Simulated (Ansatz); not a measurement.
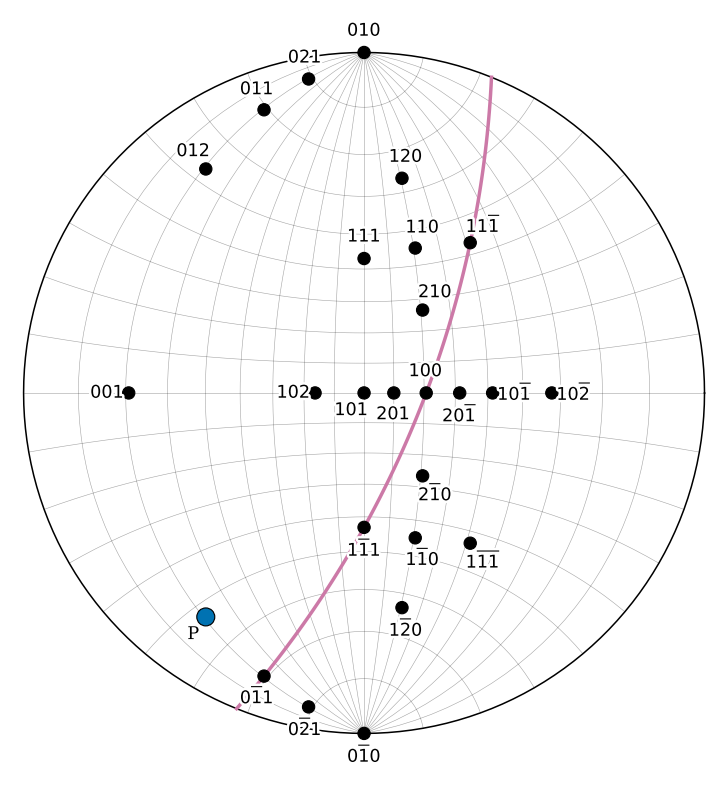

Stereographic projection of plane normals (upper hemisphere) centred on (1 0 1). Crystal: HfO2, coordinates from a relaxation with DFT PBE, scalar-relativistic, plane waves, PAW in Ansatz. The drawing is computed from the coordinates (standard cell, symmetry found to 0.002 Å).

a = 4.019 Å, b = 4.019 Å, c = 10.643 Å, α = 90.00°, β = 90.00°, γ = 90.00°.

Q: Index the pole marked P.

A: P is (0 −1 2), 77.7° from the centre.

Q: Which zone does the coloured great circle trace?

A: The zone [0 1 1]: its poles satisfy k + l = 0.

Q: What is the angle between the normals of (0 1 1) and (1 −2 0), and what are their d_hkl = 1/|g|?

A: 146.8°; d = 3.760 Å and 1.798 Å.
